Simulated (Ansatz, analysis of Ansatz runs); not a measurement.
## Cu-H pair in ZnO: local vibrational mode against experiment

Aim: the local vibrational mode of the Cu-H pair in ZnO, to be set beside the measurement. Set-up: r2SCAN, 72-site cell, r2SCAN lattice, 500 eV, k: the single point 1/4 1/4 1/4. The model is a cell of 72 host atoms with Cu put on another atom's site and H put in between. The frequencies come from force constants among the defect atom and its neighbours, with the masses of the isotopes named. A meta-GGA costs about twice a GGA and mends lattice constants and part of the gap.

Measured beforehand: O-H stretch, 1H: 3191.8 cm⁻¹, by IR absorption (quoted in “Hydrogen-related defects in hydrothermally grown ZnO studied by Fourier Transform Infrared Spectroscopy”, 2010, Halvard Haug, quoting earlier work (1978)). O-D stretch, 2H: 2379 cm⁻¹, by IR absorption (quoted in “Hydrogen-related defects in hydrothermally grown ZnO studied by Fourier Transform Infrared Spectroscopy”, 2010, Halvard Haug, quoting earlier work (1978)). The runs below try to reproduce this.

Program: Ansatz 0.2.0. Level of theory: plane-wave PAW DFT, r2SCAN; relaxation of all atoms of a defect supercell. Results are calculated unless marked as measured.

**1. The starting structure**

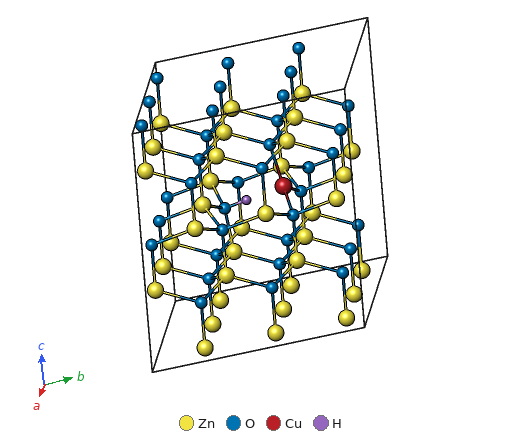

Start, viewed slightly off an axis; zinc yellow, oxygen blue, copper red, hydrogen purple.

The cell holds 73 atoms: 35 Zn, 36 O, 1 Cu and 1 H. Cell: a = 9.706 Å, b = 9.706 Å, c = 10.422 Å, α = 90.0°, β = 90.0°, γ = 120.0°. It derives from ZnO (space group P6_3mc). Nearest the centre at fractional (0.521, 0.375, 0.481): H73 at 0.62 Å, Cu38 at 1.07 Å, O28 at 1.60 Å, O39 at 2.25 Å, O60 at 2.26 Å, O36 at 2.26 Å, Zn25 at 2.73 Å, Zn30 at 2.75 Å.

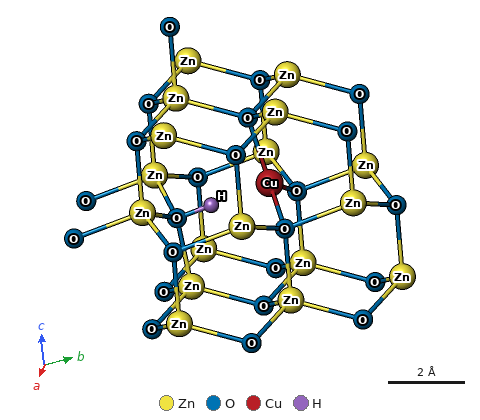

The atoms within 5 Å of the centre.

The host's primitive cell comes from a first run (plane-wave PAW DFT, r2SCAN; relaxation of the host's cell and atoms): vectors of 3.235, 3.235 and 5.211 Å. That is 11.81 Å³ an atom, 0.8 % under the diffraction cell's volume. The supercell is built on it.

**2. Relaxation, charge 0**

Every later number rests on the structure around the defect, so the atoms are relaxed at the host's lattice first.

The input, relax/input.yaml:

```yaml
relax:
  f_tol: 0.01
  max_steps: 80
  random_displacement: { amplitude: 0.02, seed: 510 }
crystal:
  lattice:
    - [9.70585878, 0.0, 0.0]
    - [-4.85292939, 8.40552027, 0.0]
    - [0.0, 0.0, 10.42205785]
  atoms:
    - { symbol: Zn, position: [0.111111111, 0.222222222, 0.249833671] }
    - { symbol: Zn, position: [0.222222222, 0.111111111, -0.000166329] }
    - { symbol: O, position: [0.222222222, 0.111111111, 0.189671329] }
    - { symbol: O, position: [0.111111111, 0.222222222, 0.439671329] }
    - { symbol: Zn, position: [0.111111111, 0.222222222, 0.749833671] }
    - { symbol: Zn, position: [0.222222222, 0.111111111, 0.499833671] }
    - { symbol: O, position: [0.222222222, 0.111111111, 0.689671329] }
    - { symbol: O, position: [0.111111111, 0.222222222, 0.939671329] }
    - { symbol: Zn, position: [0.111111111, 0.555555556, 0.249833671] }
    - { symbol: Zn, position: [0.222222222, 0.444444444, -0.000166329] }
    - { symbol: O, position: [0.222222222, 0.444444444, 0.189671329] }
    - { symbol: O, position: [0.111111111, 0.555555556, 0.439671329] }
    - { symbol: Zn, position: [0.111111111, 0.555555556, 0.749833671] }
    - { symbol: Zn, position: [0.222222222, 0.444444444, 0.499833671] }
    - { symbol: O, position: [0.222222222, 0.444444444, 0.689671329] }
    - { symbol: O, position: [0.111111111, 0.555555556, 0.939671329] }
    - { symbol: Zn, position: [0.111111111, 0.888888889, 0.249833671] }
    - { symbol: Zn, position: [0.222222222, 0.777777778, -0.000166329] }
    - { symbol: O, position: [0.222222222, 0.777777778, 0.189671329] }
    - { symbol: O, position: [0.111111111, 0.888888889, 0.439671329] }
    - { symbol: Zn, position: [0.111111111, 0.888888889, 0.749833671] }
    - { symbol: Zn, position: [0.222222222, 0.777777778, 0.499833671] }
    - { symbol: O, position: [0.222222222, 0.777777778, 0.689671329] }
    - { symbol: O, position: [0.111111111, 0.888888889, 0.939671329] }
    - { symbol: Zn, position: [0.444444444, 0.222222222, 0.249833671] }
    - { symbol: Zn, position: [0.555555556, 0.111111111, -0.000166329] }
    - { symbol: O, position: [0.555555556, 0.111111111, 0.189671329] }
    - { symbol: O, position: [0.430346566, 0.194026466, 0.432033682] }
    - { symbol: Zn, position: [0.444444444, 0.222222222, 0.749833671] }
    - { symbol: Zn, position: [0.555555556, 0.111111111, 0.499833671] }
    - { symbol: O, position: [0.555555556, 0.111111111, 0.689671329] }
    - { symbol: O, position: [0.444444444, 0.222222222, 0.939671329] }
    - { symbol: Zn, position: [0.444444444, 0.555555556, 0.249833671] }
    - { symbol: Zn, position: [0.555555556, 0.444444444, -0.000166329] }
    - { symbol: O, position: [0.555555556, 0.444444444, 0.189671329] }
    - { symbol: O, position: [0.444444444, 0.555555556, 0.439671329] }
    - { symbol: Zn, position: [0.444444444, 0.555555556, 0.749833671] }
    - { symbol: Cu, position: [0.580931736, 0.495196806, 0.51357376] }
    - { symbol: O, position: [0.555555556, 0.444444444, 0.689671329] }
    - { symbol: O, position: [0.444444444, 0.555555556, 0.939671329] }
    - { symbol: Zn, position: [0.444444444, 0.888888889, 0.249833671] }
    - { symbol: Zn, position: [0.555555556, 0.777777778, -0.000166329] }
    - { symbol: O, position: [0.555555556, 0.777777778, 0.189671329] }
    - { symbol: O, position: [0.444444444, 0.888888889, 0.439671329] }
    - { symbol: Zn, position: [0.444444444, 0.888888889, 0.749833671] }
    - { symbol: Zn, position: [0.555555556, 0.777777778, 0.499833671] }
    - { symbol: O, position: [0.555555556, 0.777777778, 0.689671329] }
    - { symbol: O, position: [0.444444444, 0.888888889, 0.939671329] }
    - { symbol: Zn, position: [0.777777778, 0.222222222, 0.249833671] }
    - { symbol: Zn, position: [0.888888889, 0.111111111, -0.000166329] }
    - { symbol: O, position: [0.888888889, 0.111111111, 0.189671329] }
    - { symbol: O, position: [0.777777778, 0.222222222, 0.439671329] }
    - { symbol: Zn, position: [0.777777778, 0.222222222, 0.749833671] }
    - { symbol: Zn, position: [0.888888889, 0.111111111, 0.499833671] }
    - { symbol: O, position: [0.888888889, 0.111111111, 0.689671329] }
    - { symbol: O, position: [0.777777778, 0.222222222, 0.939671329] }
    - { symbol: Zn, position: [0.777777778, 0.555555556, 0.249833671] }
    - { symbol: Zn, position: [0.888888889, 0.444444444, -0.000166329] }
    - { symbol: O, position: [0.888888889, 0.444444444, 0.189671329] }
    - { symbol: O, position: [0.777777778, 0.555555556, 0.439671329] }
    - { symbol: Zn, position: [0.777777778, 0.555555556, 0.749833671] }
    - { symbol: Zn, position: [0.888888889, 0.444444444, 0.499833671] }
    - { symbol: O, position: [0.888888889, 0.444444444, 0.689671329] }
    - { symbol: O, position: [0.777777778, 0.555555556, 0.939671329] }
    - { symbol: Zn, position: [0.777777778, 0.888888889, 0.249833671] }
    - { symbol: Zn, position: [0.888888889, 0.777777778, -0.000166329] }
    - { symbol: O, position: [0.888888889, 0.777777778, 0.189671329] }
    - { symbol: O, position: [0.777777778, 0.888888889, 0.439671329] }
    - { symbol: Zn, position: [0.777777778, 0.888888889, 0.749833671] }
    - { symbol: Zn, position: [0.888888889, 0.777777778, 0.499833671] }
    - { symbol: O, position: [0.888888889, 0.777777778, 0.689671329] }
    - { symbol: O, position: [0.777777778, 0.888888889, 0.939671329] }
    - { symbol: H, position: [0.485994001, 0.305320999, 0.462293329] }
basis:
  ecutwfc: 500
  xc_grid: 2
hamiltonian:
  xc: r2scan
kpoints:
  mp_grid: { grid: [1, 1, 1], shift: [0.25, 0.25, 0.25] }
scf:
  occupations: { method: fermi_dirac, width: 0.01 }
  max_iter: 120
output:
  forces: true
checkpoint:
  write: "../relax.run"
  compress: false
  write_wavefunctions: true
  write_every: 100000
```

Command:

```bash
ansatz run input.yaml --threads 2 --pin off --max-ram 4710MiB --backend cpu --events-out ev --progress --plain --runs-dir out
```

Numbers of over 12 decimals in the logs are rounded to 6 here.

What it wrote:

```text
[... repeated set-up lines and file paths are left out, and long positions are rounded to six places ...]
Engine: ansatz 0.2.0, x86_64-unknown-linux-gnu
Pseudopotentials: kind: paw
Pseudopotential: Zn, paw, valence charge 12, recommended cutoff 500 eV (meta_gga), Zn.paw.azcp
Pseudopotential: O, paw, valence charge 6, recommended cutoff 500 eV (meta_gga), O.paw.azcp
Pseudopotential: Cu, paw, valence charge 19, recommended cutoff 500 eV (meta_gga), Cu.paw.azcp
Pseudopotential: H, paw, valence charge 1, recommended cutoff 500 eV (meta_gga), H.paw.azcp
Functional definition: r2SCAN
  parameter k0 = 0.174
  parameter k1 = 0.065
  parameter a1 = 4.9479
  exchange = r2scan_x(k0 = k0, k1 = k1, a1 = a1)
  correlation = r2scan_c
Crystal: 73 atoms, lattice volume = 850.261 Å³
Basis set: ecut = 500 eV, 21585 PW (Γ), exchange–correlation on 144×144×160 points (8 copies of the dense FFT grid, shifted against one another)
Bands: 401, of which v1, the nominal top of the filled ones, is band 328 counted from 1 (327 counted from 0)
Symmetry: 1 space group operations
k-points: 1
Non-local potential: Zn, projectors of the file, l = 0: 2, l = 1: 2, l = 2: 3, l = 3: 1
Non-local potential: O, projectors of the file, l = 0: 2, l = 1: 2, l = 2: 1
Non-local potential: Cu, projectors of the file, l = 0: 3, l = 1: 2, l = 2: 3, l = 3: 1
Non-local potential: H, projectors of the file, l = 0: 2, l = 1: 1
PAW form: soft (Blöchl's): semilocal exchange-correlation on the pseudo side does not see the compensation charge
PAW frozen core: Zn, regenerated for the run's functional (the file was generated under x = pbe(κ = 0.804, μ = 0.219515), c = pbe(β = 0.066725))
PAW frozen core: O, regenerated for the run's functional (the file was generated under x = pbe(κ = 0.804, μ = 0.219515), c = pbe(β = 0.066725))
PAW frozen core: Cu, regenerated for the run's functional (the file was generated under x = pbe(κ = 0.804, μ = 0.219515), c = pbe(β = 0.066725))
PAW one-centre angular grid: Zn, 590 points (default); XC on 261 of its mesh's 2673 points in the sphere
PAW one-centre angular grid: O, 302 points (default); XC on 160 Gauss nodes
PAW one-centre angular grid: Cu, 590 points (default); XC on 160 Gauss nodes
PAW one-centre angular grid: H, 302 points (default); XC on 160 Gauss nodes
Initial density: superposition of atomic densities (neutral atoms: chi_scale 0, normalization atom), corrected by the library's trained network
Initial wavefunctions: pseudopotential atomic-orbital guess
Functional: x = r2scan, c = r2scan; τ floored in thin density (d = 2e-4 eV/Å³)
SCF iter   1: F=—  HF=-143536.206394 eV  |F-HF|=—  |Δ(HF+E_count)|=         —  Δρ=2.21e-2  dr2=2.33e0  dr2_τ=1.83e0  ethr=1.77e-3  ⟨swp⟩=6.0  Hψ=1674  notcnv=0  defer=5
preconditioner: auto → Resta (q_TF=auto, 2.613 Å⁻¹)  ε∞=6.6  [insulator: Δε(μ)=1.678 eV  Ē_g=13.676 eV  σ=0.010 eV  W_gap=1.00  n_scr=242 (ndim 8)  ℏωp=32.4 eV  f_vac=0.035  D(μ)=0.00/eV (n_scr^D=0)  ε∞_Penn≈6.6]
SCF iter   2: F=—  HF=-143536.581439 eV  |F-HF|=—  |Δ(HF+E_count)|=   3.75e-1  Δρ=8.69e-3  dr2=4.06e-1  dr2_τ=1.56e-2  ethr=3.56e-4  ⟨swp⟩=3.0  Hψ=799  notcnv=0  defer=67
SCF iter   3: F=—  HF=-143536.489739 eV  |F-HF|=—  |Δ(HF+E_count)|=   9.17e-2  Δρ=7.42e-3  dr2=3.48e-1  dr2_τ=5.13e-3  ethr=6.19e-5  ⟨swp⟩=3.0  Hψ=805  notcnv=0  defer=67
SCF iter   4: F=—  HF=-143536.449929 eV  |F-HF|=—  |Δ(HF+E_count)|=   3.98e-2  Δρ=4.26e-3  dr2=8.28e-2  dr2_τ=1.62e-3  ethr=5.30e-5  ⟨swp⟩=2.0  Hψ=796  notcnv=0  defer=67
SCF iter   5: F=—  HF=-143536.423037 eV  |F-HF|=—  |Δ(HF+E_count)|=   2.69e-2  Δρ=1.28e-3  dr2=9.53e-3  dr2_τ=2.88e-4  ethr=1.26e-5  ⟨swp⟩=2.0  Hψ=668  notcnv=0  defer=67
SCF iter   6: F=—  HF=-143536.423144 eV  |F-HF|=—  |Δ(HF+E_count)|=   1.07e-4  Δρ=4.69e-4  dr2=1.50e-3  dr2_τ=3.99e-5  ethr=1.45e-6  ⟨swp⟩=2.0  Hψ=668  notcnv=0  defer=67
SCF iter   7: F=—  HF=-143536.423665 eV  |F-HF|=—  |Δ(HF+E_count)|=   5.20e-4  Δρ=1.79e-4  dr2=2.55e-4  dr2_τ=1.88e-5  ethr=2.29e-7  ⟨swp⟩=2.0  Hψ=665  notcnv=0  defer=67
SCF iter   8: F=—  HF=-143536.423648 eV  |F-HF|=—  |Δ(HF+E_count)|=   1.69e-5  Δρ=1.18e-4  dr2=9.61e-5  dr2_τ=4.69e-6  ethr=3.88e-8  ⟨swp⟩=2.0  Hψ=652  notcnv=0  defer=67
SCF iter   9: F=—  HF=-143536.423637 eV  |F-HF|=—  |Δ(HF+E_count)|=   1.12e-5  Δρ=2.81e-5  dr2=6.97e-6  dr2_τ=3.37e-7  ethr=1.46e-8  ⟨swp⟩=2.0  Hψ=662  notcnv=0  defer=67
SCF iter  10: F=-143536.423634 eV  HF=-143536.423636 eV  |F-HF|=1.62e-6  |Δ(HF+E_count)|=   1.19e-6  Δρ=1.70e-5  dr2=1.96e-6  dr2_τ=4.58e-8  ethr=3.81e-10  ⟨swp⟩=5.0  Hψ=1598  notcnv=0
SCF 1 converged in 10 iterations: F = -143536.423634 eV  dr2 = 1.96e-6
  greatest PAW one-centre occupation: 1.000 electrons in one spin orbital (limit 2), on the Cu atom at site 37 (counted from 0), in its partial waves of l = 0
relax step   1: F+E_penalty+E_count = -143536.42363409 eV  Δ(F+E_penalty+E_count) = +0.000e0 eV  max|allowed force component| = 1.594e0 eV/Å  Δτ_max = 0.0000 Å  (10 SCF iters, dr2 threshold 2.50e-6 eV, accepted)
[... the SCF cycles and remarks between the steps are left out from here to the last step ...]
relax step   2: F+E_penalty+E_count = -143536.90696886 eV  Δ(F+E_penalty+E_count) = -4.833e-1 eV  max|allowed force component| = 9.318e-1 eV/Å  Δτ_max = 0.0864 Å  (6 SCF iters, dr2 threshold 1.00e-4 eV, accepted)
relax step   3: F+E_penalty+E_count = -143537.19716680 eV  Δ(F+E_penalty+E_count) = -2.902e-1 eV  max|allowed force component| = 2.376e-1 eV/Å  Δτ_max = 0.1137 Å  (7 SCF iters, dr2 threshold 5.43e-5 eV, accepted)
relax step   4: F+E_penalty+E_count = -143537.20939577 eV  Δ(F+E_penalty+E_count) = -1.223e-2 eV  max|allowed force component| = 1.110e-1 eV/Å  Δτ_max = 0.0774 Å  (7 SCF iters, dr2 threshold 3.67e-6 eV, accepted)
relax step   5: F+E_penalty+E_count = -143537.21465593 eV  Δ(F+E_penalty+E_count) = -5.260e-3 eV  max|allowed force component| = 7.518e-2 eV/Å  Δτ_max = 0.0611 Å  (8 SCF iters, dr2 threshold 8.02e-7 eV, accepted)
relax step   6: F+E_penalty+E_count = -143537.21475019 eV  Δ(F+E_penalty+E_count) = -9.427e-5 eV  max|allowed force component| = 1.891e-1 eV/Å  Δτ_max = 0.1452 Å  (9 SCF iters, dr2 threshold 1.23e-6 eV, accepted)
relax step   7: F+E_penalty+E_count = -143537.23351425 eV  Δ(F+E_penalty+E_count) = -1.876e-2 eV  max|allowed force component| = 4.333e-1 eV/Å  Δτ_max = 0.2000 Å  (7 SCF iters, dr2 threshold 1.64e-5 eV, accepted)
relax step   8: F+E_penalty+E_count = -143537.25057370 eV  Δ(F+E_penalty+E_count) = -1.706e-2 eV  max|allowed force component| = 1.126e-1 eV/Å  Δτ_max = 0.0794 Å  (6 SCF iters, dr2 threshold 1.00e-4 eV, accepted)
relax step   9: F+E_penalty+E_count = -143537.25434890 eV  Δ(F+E_penalty+E_count) = -3.775e-3 eV  max|allowed force component| = 7.761e-2 eV/Å  Δτ_max = 0.0755 Å  (9 SCF iters, dr2 threshold 8.57e-7 eV, accepted)
relax step  10: F+E_penalty+E_count = -143537.25575256 eV  Δ(F+E_penalty+E_count) = -1.404e-3 eV  max|allowed force component| = 1.196e-2 eV/Å  Δτ_max = 0.0208 Å  (7 SCF iters, dr2 threshold 4.07e-7 eV, accepted)
SCF iter   1: F=—  HF=-143537.254191 eV  |F-HF|=—  |Δ(HF+E_count)|=         —  Δρ=3.83e-4  dr2=5.80e-4  dr2_τ=3.88e-3  ethr=1.25e-6  ⟨swp⟩=5.0  Hψ=1112  notcnv=0  defer=65
SCF iter   2: F=—  HF=-143537.255203 eV  |F-HF|=—  |Δ(HF+E_count)|=   1.01e-3  Δρ=1.91e-4  dr2=1.16e-4  dr2_τ=7.03e-6  ethr=8.85e-8  ⟨swp⟩=3.0  Hψ=796  notcnv=0  defer=67
SCF iter   3: F=—  HF=-143537.255202 eV  |F-HF|=—  |Δ(HF+E_count)|=   1.06e-6  Δρ=1.51e-4  dr2=1.15e-4  dr2_τ=1.75e-6  ethr=1.78e-8  ⟨swp⟩=3.0  Hψ=663  notcnv=0  defer=67
SCF iter   4: F=—  HF=-143537.255172 eV  |F-HF|=—  |Δ(HF+E_count)|=   2.98e-5  Δρ=4.03e-5  dr2=8.00e-6  dr2_τ=5.60e-7  ethr=1.75e-8  ⟨swp⟩=2.0  Hψ=662  notcnv=0  defer=67
SCF iter   5: F=—  HF=-143537.255873 eV  |F-HF|=—  |Δ(HF+E_count)|=   7.01e-4  Δρ=1.22e-5  dr2=1.41e-6  dr2_τ=5.59e-8  ethr=1.22e-9  ⟨swp⟩=2.0  Hψ=662  notcnv=0  defer=67
SCF iter   6: F=—  HF=-143537.255873 eV  |F-HF|=—  |Δ(HF+E_count)|=   4.44e-7  Δρ=6.14e-6  dr2=3.31e-7  dr2_τ=3.38e-8  ethr=2.14e-10  ⟨swp⟩=3.0  Hψ=659  notcnv=0  defer=67
SCF iter   7: F=-143537.255873 eV  HF=-143537.255873 eV  |F-HF|=1.16e-8  |Δ(HF+E_count)|=   7.31e-8  Δρ=1.97e-6  dr2=3.95e-8  dr2_τ=1.04e-9  ethr=1.52e-11  ⟨swp⟩=5.0  Hψ=1596  notcnv=0
SCF 11 converged in 7 iterations: F = -143537.255873 eV  dr2 = 3.95e-8
relax step  11: F+E_penalty+E_count = -143537.25587300 eV  Δ(F+E_penalty+E_count) = -1.204e-4 eV  max|allowed force component| = 6.771e-3 eV/Å  Δτ_max = 0.0071 Å  (7 SCF iters, accepted)
NSCF: frozen V_eff on 1 k-points
the band table was solved once a step of the walk had ended and its energy, with any forces and stress, was formed, with the checks that follow a solve (1310 applications of the Hamiltonian). They found nothing against the state; [...]
iter 1 solved again at ethr=6.03e-12 eV; its pass at ethr=3.10e-3 eV (dr2=3.95e-8 eV) is discarded
SCF iter   1: F=—  HF=-143537.255873 eV  |F-HF|=—  |Δ(HF+E_count)|=         —  Δρ=1.97e-6  dr2=3.95e-8  dr2_τ=1.04e-9  ethr=6.03e-12  ⟨swp⟩=1.0  Hψ=1116  notcnv=0
SCF iter   2: F=-143537.255873 eV  HF=-143537.255873 eV  |F-HF|=2.85e-9  |Δ(HF+E_count)|=   3.64e-9  Δρ=1.09e-6  dr2=1.79e-8  dr2_τ=3.09e-10  ethr=6.02e-12  ⟨swp⟩=4.0  Hψ=1268  notcnv=0
SCF 12 converged in 2 iterations: F = -143537.255873 eV  dr2 = 1.79e-8
NSCF: frozen V_eff on 1 k-points
the band table was solved once a step of the walk had ended and its energy, with any forces and stress, was formed, with the checks that follow a solve (1109 applications of the Hamiltonian). They found nothing against the state; [...]
SCF converged after 2 iterations
Free energy (F): -143537.255873 eV
Harris-Foulkes:  -143537.255873 eV  (|F-HF|=2.85e-9)
Internal energy: -143537.255873 eV  (E = F + TS)
E sigma→0 (E₀):  -143537.255873 eV
Fermi energy:    8.877544 eV
--- Per-component energies (eV) ---
  E_band       = 362.253367
  E_kinetic    = 11218.442324
  E_local      = -76021.956731  (includes V_loc(G=0)·N_el)
  E_nonlocal   = 23948.031469
  E_hartree    = 31545.294341
  E_xc         = -7040.121193
  E_vxc        = -5769.745269  (∫ρ·V_xc dr)
  E_paw        = -72351.970509  (= ΣΔE_a)
  E_vpaw       = -16454.644179  (= ΣTr[D̂ρ^β])
  E_aug_tail   = 0.033122  (compensation charges beyond the density's cutoff)
  E_vtau       = 351.504435  (kinetic-family band-sum trace: ∫τ·v_τ [+ j·A + Jᵃ·Aᵃ] dr)
  E_ewald      = -54827.166059
  E_core_change = -7.842636  (= ΣΔE_core)
  E_smearing   = -0.000000  (= −TS)
  E_closure    = -0.000000  (closes the sum)
  Σ components = -143537.255873   (vs F -143537.255873, Δ=0.00e0)
--- Forces (eV/Å), atoms counted from 1 ---
  atom   1  Zn     0.00021230    -0.00144558    -0.00118955
  atom   2  Zn     0.00005105     0.00045787    -0.00021686
  [... 3 atoms left out ...]
  atom   6  Zn    -0.00081042    -0.00089424    -0.00321861
  [... 18 atoms left out ...]
  atom  25  Zn     0.00066792     0.00389934    -0.00252919
  [... 2 atoms left out ...]
  atom  28  O      0.00012424    -0.00452187    -0.00229877
  atom  29  Zn     0.00222869     0.00292462    -0.00183549
  atom  30  Zn    -0.00061712    -0.00205784    -0.00355155
  [... 5 atoms left out ...]
  atom  36  O      0.00016820    -0.00223793    -0.00163078
  [... 1 atom left out ...]
  atom  38  Cu     0.00204409    -0.00494762    -0.00269697
  atom  39  O      0.00133445    -0.00093750    -0.00113679
  [... 20 atoms left out ...]
  atom  60  O     -0.00003965     0.00075326     0.00136548
  [... 12 atoms left out ...]
  atom  73  H      0.00188018     0.00676969     0.00206059
  max |Σ_I F_I| component: 1.17e-1 eV/Å
--- Band table (eV) ---
  k-point 0: bands = ["-106.7674", "-62.8098", "-62.6581", "-62.4158", [... 393 left out ...] "17.8797", "17.8976", "17.9365", "17.9916"]
--- Relaxed structure (11 steps of the walk, 11 accepted, 0 SCFs on fresh bases) ---
  F+E_penalty+E_count = -143537.25587300 eV   max|allowed force component| = 6.771e-3 eV/Å
  atoms:
    - { symbol: Zn, position: [0.109859, 0.221887, 0.249355] }
    - { symbol: Zn, position: [0.218974, 0.109230, -0.001889] }
    [... 3 atoms left out ...]
    - { symbol: Zn, position: [0.209816, 0.104322, 0.502240] }
    [... 18 atoms left out ...]
    - { symbol: Zn, position: [0.441706, 0.218070, 0.234421] }
    [... 2 atoms left out ...]
    - { symbol: O, position: [0.431549, 0.199996, 0.429691] }
    - { symbol: Zn, position: [0.441114, 0.220116, 0.751169] }
    - { symbol: Zn, position: [0.559447, 0.104122, 0.501439] }
    [... 5 atoms left out ...]
    - { symbol: O, position: [0.447787, 0.551929, 0.441176] }
    [... 1 atom left out ...]
    - { symbol: Cu, position: [0.623987, 0.507827, 0.541199] }
    - { symbol: O, position: [0.547851, 0.444751, 0.708550] }
    [... 20 atoms left out ...]
    - { symbol: O, position: [0.793767, 0.565560, 0.428357] }
    [... 12 atoms left out ...]
    - { symbol: H, position: [0.485384, 0.312485, 0.456166] }
```

The job ended after 5 min (2 threads of Intel Xeon 6975P-C (Granite Rapids), shared host; peak memory 3 GiB; 9.7 min of CPU time).

(Part 1 of 2 ends here.)

[Logs are printed without paths, hosts, clocks, repeated set-up lines and the standing remarks that a program may print on its own settings, such as how far it seeks lower states.]

[Hosts, paths, dates, database ids (printed as entryN), source tags and the programs' standing remarks are cut or masked in the printed files.]

[For some hosts the program warned that the k-mesh of the response run may be too coarse for force constants and the static dielectric constant; such warnings are not shown here.]
